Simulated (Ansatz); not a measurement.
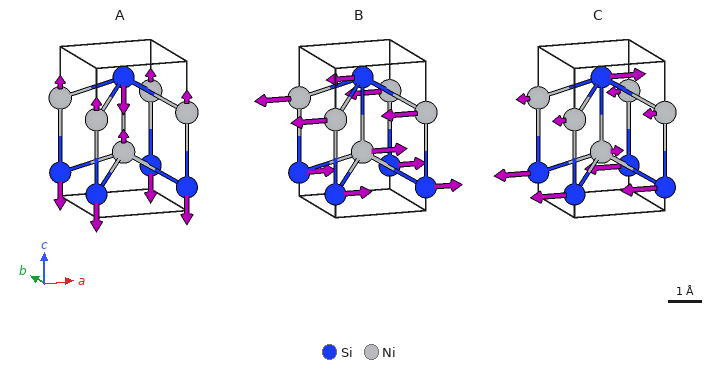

Modes of a crystal of SiNi relaxed at 8 GPa, space group Pmmn (No. 59), at the zone centre. The purple arrows are the displacements of the atoms (eigenvector over the root of the mass), of arbitrary overall length and sign. A ball-and-stick model of the cell of the calculation, seen slightly off an axis.

These are results of DFT PBE, scalar-relativistic, plane waves, PAW in Ansatz 0.2.0, not measurements.

The frequencies depend somewhat on the k-mesh and the smearing.

Question: Which are infrared-active and which Raman-active?

Answer: A is B₁u, infrared-active by symmetry (388 cm⁻¹). B is B₂g, Raman-active by symmetry (184 cm⁻¹). C is B₂g, Raman-active by symmetry (292 cm⁻¹). The crystal has a centre of inversion, so no mode is both. In a metal the free carriers screen the infrared response.

Limits of the set-up: an element that often carries a moment was run without spin polarisation.
